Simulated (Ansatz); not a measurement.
Consider Ba$_{3}$Ti$_{4}$O$_{11}$ (slab).

Input file:

```
crystal:
  lattice:
    - [3.9557417201, 0.0, 0.0]
    - [0.0, 4.0433218633, 0.0]
    - [0.0, 0.0, 26.8672251603]
  atoms:
    - { symbol: Ti, position: [0.5, 0.5200640153, 0.2791505247] }
    - { symbol: O, position: [0.5, 0.9752356706, 0.2791505247] }
    - { symbol: O, position: [0.0, 0.4859022568, 0.2791505247] }
    - { symbol: Ba, position: [0.0, 0.0048958005, 0.3527670164] }
    - { symbol: O, position: [0.5, 0.4859022568, 0.3527670164] }
    - { symbol: Ti, position: [0.5, 0.5200640153, 0.4263835082] }
    - { symbol: O, position: [0.5, 0.9752356706, 0.4263835082] }
    - { symbol: O, position: [0.0, 0.4859022568, 0.4263835082] }
    - { symbol: Ba, position: [0.0, 0.0048958005, 0.5] }
    - { symbol: O, position: [0.5, 0.4859022568, 0.5] }
    - { symbol: Ti, position: [0.5, 0.5200640153, 0.5736164918] }
    - { symbol: O, position: [0.5, 0.9752356706, 0.5736164918] }
    - { symbol: O, position: [0.0, 0.4859022568, 0.5736164918] }
    - { symbol: Ba, position: [0.0, 0.0048958005, 0.6472329836] }
    - { symbol: O, position: [0.5, 0.4859022568, 0.6472329836] }
    - { symbol: Ti, position: [0.5, 0.5200640153, 0.7208494753] }
    - { symbol: O, position: [0.5, 0.9752356706, 0.7208494753] }
    - { symbol: O, position: [0.0, 0.4859022568, 0.7208494753] }
basis:
  ecutwfc: 420
kpoints:
  mp_grid: { grid: [7, 7, 1] }
hamiltonian:
  xc: pbesol
scf:
  occupations: { method: gaussian, width: 0.05 }
output:
  forces: true
  eigenvalues: true
  write_density: true
  write_potential: true
  elf: true
  volumetric_format: npy
relax:
  adjacent_minimum: "off"
  f_tol: 0.02
  max_steps: 60
efield:
  axis: 3
  dipole_correction: true
  ramp_width: 0.04
```

Launched as:

```sh
ansatz run input.yaml --threads 2 --pin off --max-ram 5120MiB --backend cpu --events-out ev --progress --plain --runs-dir out
```

The fields are those of the run's last geometry, not of the input's.

Computed without spin polarisation.

These are results of DFT PBEsol, scalar-relativistic, plane waves, PAW in Ansatz 0.2.0, not measurements.

**What can the converged valence pseudo-density and electron localisation function tell about the bonding?**

Ti–O (1.86 Å): ρ at the midpoint is about 0.91 e/Å³; the ELF peaks at about 0.80 in the valence shell of O, 0.6 Å from its nucleus, and is about 0.25 at the midpoint; no localised pair shows between them.
Ti–O (1.97 Å): ρ at the midpoint is about 0.68 e/Å³; the ELF peaks at about 0.85 in the valence shell of O, 0.6 Å from its nucleus, and is about 0.20 at the midpoint (no shared electron pair shows on this line).
Ti–O (2.01 Å): the density is about 0.61 e/Å³ at the midpoint; the ELF peaks at about 0.85 in the valence shell of O, 0.6 Å from its nucleus, and is about 0.20 at the midpoint (no localised pair shows between them).

**Does the calculation give a band gap?**

It is gapped, with a Kohn–Sham gap of 1.3 eV on the k-point mesh, an upper bound to the gap of this method.

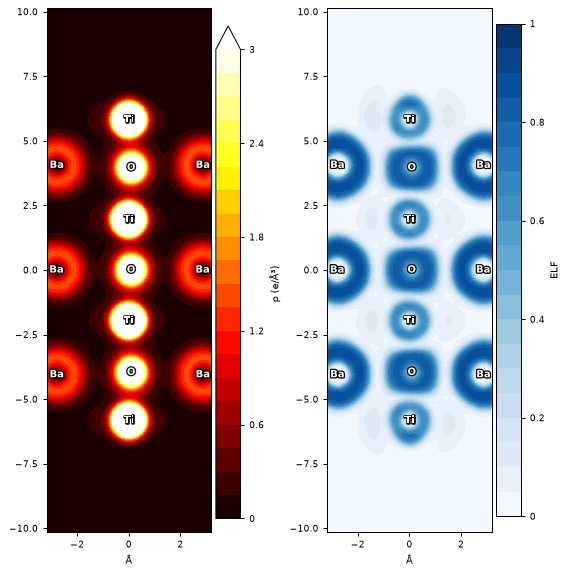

Computed valence pseudo-density and electron localisation function on the (110) plane of the calculation cell, a cut from vacuum to vacuum, in this order. 
